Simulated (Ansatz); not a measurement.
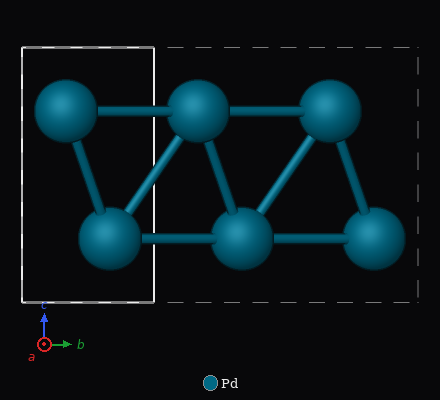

The structure, seen along [100]; the drawing may span several cells.

Structure (in its standard cell), the input geometry of an electronic-structure calculation (not necessarily at equilibrium); the starting structure was generated, so it need not be a known form of this composition:

```cif
data_structure
_symmetry_space_group_name_H-M 'P 1'
_symmetry_Int_Tables_number 1
_cell_length_a 2.7485
_cell_length_b 2.7485
_cell_length_c 4.5975
_cell_angle_alpha 90.000
_cell_angle_beta 90.000
_cell_angle_gamma 120.000
_cell_volume 30.08
loop_
_atom_site_label
_atom_site_type_symbol
_atom_site_fract_x
_atom_site_fract_y
_atom_site_fract_z
_atom_site_occupancy
Pd1 Pd 0.33333 0.66667 0.25000 1
Pd2 Pd 0.66667 0.33333 0.75000 1
```

What does the kinematic electron diffraction pattern along [100] look like at 80 kV (B = 0.5 Å²)?

The spots form a rectangular net whose two shortest vectors correspond to d = 4.60 Å and 2.38 Å, 90.0° apart. They are 0 0 1 (itself extinct) and 0 1 0. The pattern has symmetry 2mm. A screw axis and a glide plane both extinguish reflections such as 0 0 1, 0 0 3, 0 0 5; reflections such as 0 3 -1, 0 3 1, 0 3 3 are allowed by the space group but vanish because the atoms sit on special positions.

Strongest reflections with d > 0.80 Å, one of each family (|F|² from tabulated Gaussian fits of the electron scattering factors, times a small damping for the curvature of the Ewald sphere):

```json
{"hkl": "0 0 2", "d (Å)": "2.299", "I (strongest = 100)": "100"}
{"hkl": "0 1 1", "d (Å)": "2.114", "I (strongest = 100)": "66"}
{"hkl": "0 1 0", "d (Å)": "2.380", "I (strongest = 100)": "26"}
{"hkl": "0 1 3", "d (Å)": "1.289", "I (strongest = 100)": "24"}
{"hkl": "0 0 4", "d (Å)": "1.149", "I (strongest = 100)": "23"}
{"hkl": "0 2 1", "d (Å)": "1.152", "I (strongest = 100)": "17"}
```

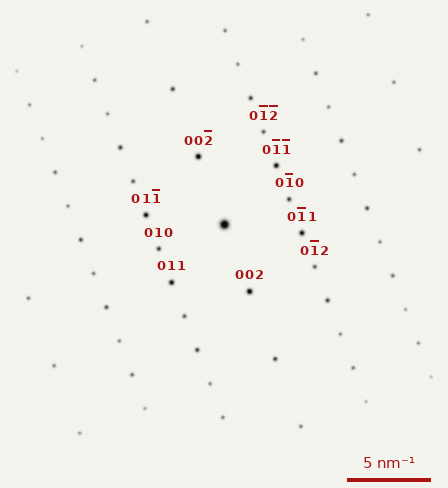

Calculated pattern, seen from the source side with [100] pointing towards the source.
